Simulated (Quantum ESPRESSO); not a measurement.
# GaP (F-43m): from Born charge to LO-TO splitting

Wanted: the LO mode of GaP (F-43m) from the TO mode and the field response.

Main program and level: Quantum ESPRESSO 7.5; DFT LDA, scalar-relativistic, plane waves, PseudoDojo norm-conserving pseudopotentials.

**1. The relaxed structure**

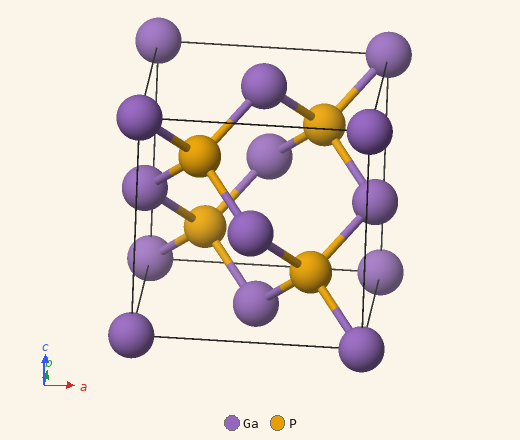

The starting structure, seen slightly off an axis (gallium purple, phosphorus orange). This picture shows the conventional cell, with its axes. Bonds to atoms that aren't drawn are left out. Some periodic images of atoms are drawn too.

Coordinates:

```cif
data_structure
_symmetry_space_group_name_H-M 'P 1'
_symmetry_Int_Tables_number 1
_cell_length_a 3.8094
_cell_length_b 3.8094
_cell_length_c 3.8094
_cell_angle_alpha 60.000
_cell_angle_beta 60.000
_cell_angle_gamma 60.000
_cell_volume 39.09
loop_
_atom_site_label
_atom_site_type_symbol
_atom_site_fract_x
_atom_site_fract_y
_atom_site_fract_z
_atom_site_occupancy
Ga1 Ga 0.00000 0.00000 0.00000 1
P2 P 0.25000 0.25000 0.25000 1
```

This is the cell after its relaxation at this level of theory, not the database cell from which that began.

**2. What the response run gave**

A linear-response run on the relaxed cell, with the response to an electric field; only its zone-centre results are used. Cutoff 80 Ry, k mesh 12×12×12.

Log:

```text
[banners, grids, parts of the stress and lines that vanish by symmetry left out]
Program PHONON v.7.5
     Reading xml data from directory:

[...]
Exchange-correlation= PW
                           (   1   4   0   0   0   0   0)
[...]
kinetic-energy cut-off    =      80.0000  Ry
     charge density cut-off    =     320.0000  Ry
     convergence threshold     =      1.0E-18
[...]
Exchange-correlation= PW
                           (   1   4   0   0   0   0   0)
[...]
q = (   0.0000000   0.0000000   0.0000000 )
     25 Sym.Ops. (with q -> -q+G )
     G cutoff =  840.1094  (  25605 G-vectors)     FFT grid: ( 45, 45, 45)
     number of k points=    72
[...]
Mode symmetry, T_d (-43m)  point group:
[...]
Dielectric constant
[...]
End of electric fields calculation
          Dielectric constant in cartesian axis
          (      10.790166800       0.000000000       0.000000000 )
          (       0.000000000      10.790166800       0.000000000 )
          (       0.000000000       0.000000000      10.790166800 )
          Effective charges (d Force / dE) in cartesian axis without acoustic sum rule applied (asr)
           atom    1  Ga    Mean Z*:        2.04569
      Ex  (        2.04569       -0.00000       -0.00000 )
      Ey  (       -0.00000        2.04569       -0.00000 )
      Ez  (        0.00000        0.00000        2.04569 )
           atom    2  P     Mean Z*:       -2.05630
      Ex  (       -2.05630        0.00000        0.00000 )
      Ey  (        0.00000       -2.05630        0.00000 )
      Ez  (       -0.00000        0.00000       -2.05630 )
          Effective charges Sum: Mean:       -0.01061
[...]
Effective charges (d Force / dE) in cartesian axis with asr applied:
           atom    1  Ga    Mean Z*:        2.05099
[...]
atom    2  P     Mean Z*:       -2.05099
[...]
Representation #   1 modes #   1   2   3
[...]
End of self-consistent calculation
     Convergence has been achieved
     Representation #   2 modes #   4   5   6
[...]
End of self-consistent calculation
     Convergence has been achieved
[...]
Dielectric constant in cartesian axis
          (      10.790166800       0.000000000       0.000000000 )
          (       0.000000000      10.790166800       0.000000000 )
          (       0.000000000       0.000000000      10.790166800 )
          Effective charges (d Force / dE) in cartesian axis without acoustic sum rule applied (asr)
           atom    1  Ga    Mean Z*:        2.04569
      Ex  (        2.04569       -0.00000       -0.00000 )
      Ey  (       -0.00000        2.04569       -0.00000 )
      Ez  (        0.00000        0.00000        2.04569 )
           atom    2  P     Mean Z*:       -2.05630
      Ex  (       -2.05630        0.00000        0.00000 )
      Ey  (        0.00000       -2.05630        0.00000 )
      Ez  (       -0.00000        0.00000       -2.05630 )
          Effective charges Sum: Mean:       -0.01061
[...]
Effective charges (d Force / dE) in cartesian axis with asr applied:
           atom    1  Ga    Mean Z*:        2.05099
[...]
atom    2  P     Mean Z*:       -2.05099
[...]
q = (    0.000000000   0.000000000   0.000000000 )
[...]
freq (    1) =      -0.068971 [THz] =      -2.300618 [cm-1]
     freq (    2) =      -0.068971 [THz] =      -2.300618 [cm-1]
     freq (    3) =      -0.068971 [THz] =      -2.300618 [cm-1]
     freq (    4) =      10.947369 [THz] =     365.164913 [cm-1]
     freq (    5) =      10.947369 [THz] =     365.164913 [cm-1]
     freq (    6) =      10.947369 [THz] =     365.164913 [cm-1]
[...]
Mode symmetry, T_d (-43m)  point group:
     freq (   1-   3) =         -2.3  [cm-1]   --> T_2  G_15 P_4   I+R
     freq (   4-   6) =        365.2  [cm-1]   --> T_2  G_15 P_4   I+R

   JOB DONE.
```

```csv
quantity,value
cell volume Ω (Å³),39.090
mass of Ga (u),69.723
mass of P (u),30.974
"Born charge of Ga, raw (e)",2.046
"Born charge of P, raw (e)",-2.056
ε∞,10.790
ω(TO) after the sum rule (cm⁻¹),365.2
```

**3. The calculation**

The charges must sum to zero over the cell; taking off their mean, -0.005 e, leaves Z* = 2.051 e on Ga. In the polar mode Ga moves against P, so the reduced mass is μ = 69.72 × 30.97 / 100.70 = 21.446 u.

A longitudinal wave builds up a field that adds to the restoring force: ω(LO)² = ω(TO)² + 4π Z*² / (μ Ω ε∞), in Hartree atomic units. With μ = 39094 electron masses and Ω = 263.79 bohr³ the second term is 4.7505e-07 Ha², or 22883 cm⁻² (1 Ha = 219474.6 cm⁻¹).

So ω(LO) = √(133349 + 22883) = 395.3 cm⁻¹, and by the Lyddane-Sachs-Teller relation ε₀ = ε∞ (ω(LO)/ω(TO))² = 12.64.

**4. Check against the program**

The analysis program adds the same non-analytic term to the full matrix, here for q along (1 0 0).

Log:

```text
[banner, memory and clock lines left out]
Program DYNMAT v.7.5

     Reading Dynamical Matrix from file g.dyn
     ...Force constants read
     ...epsilon and Z* read

     Polarizability (A^3 units)
     multiply by 0.234555 for Clausius-Mossotti correction
        30.453838    0.000000    0.000000
         0.000000   30.453838    0.000000
         0.000000    0.000000   30.453838

     IR activities are in (D/A)^2/amu units

# mode   [cm-1]    [THz]      IR
    1     -0.00   -0.0000    0.0000
    2      0.00    0.0000    0.0000
    3      0.00    0.0000    0.0000
    4    365.17   10.9474    4.5252
    5    365.17   10.9474    4.5252
    6    395.26   11.8496    4.5252
```

ε₀ comes from the program's run without a direction of q.

```csv
quantity,by hand,program
ω(LO) (cm⁻¹),395.3,395.3
ε₀,12.64,12.64
```

**5. Summary of results**

```json
{
 "TO mode": "365.2 cm⁻¹",
 "LO mode": "395.3 cm⁻¹",
 "static dielectric constant": "12.64"
}
```

What this shows: The LO mode of GaP (F-43m) lies at 395 cm⁻¹, 30 cm⁻¹ above the TO mode; the formula meets the program within 0.1 cm⁻¹, as it must for a cubic crystal with one polar mode. ω(LO)² − ω(TO)² goes with Z*²/ε∞: an error of 5 % in ε∞ would move the LO mode by 1.4 cm⁻¹, and semilocal functionals tend to overestimate ε∞. These are harmonic values at zero temperature, at the volume of this functional, for the structure held cubic; stability elsewhere in the zone is no part of this calculation.

[Host names and launcher messages were left out of these logs when they were recorded.]

[Logs are printed without paths, hosts, clocks, repeated set-up lines and the standing remarks that a program may print on its own settings, such as how far it seeks lower states.]

[Hosts, paths, dates, database ids (printed as entryN), source tags and the programs' standing remarks are cut or masked in the printed files.]
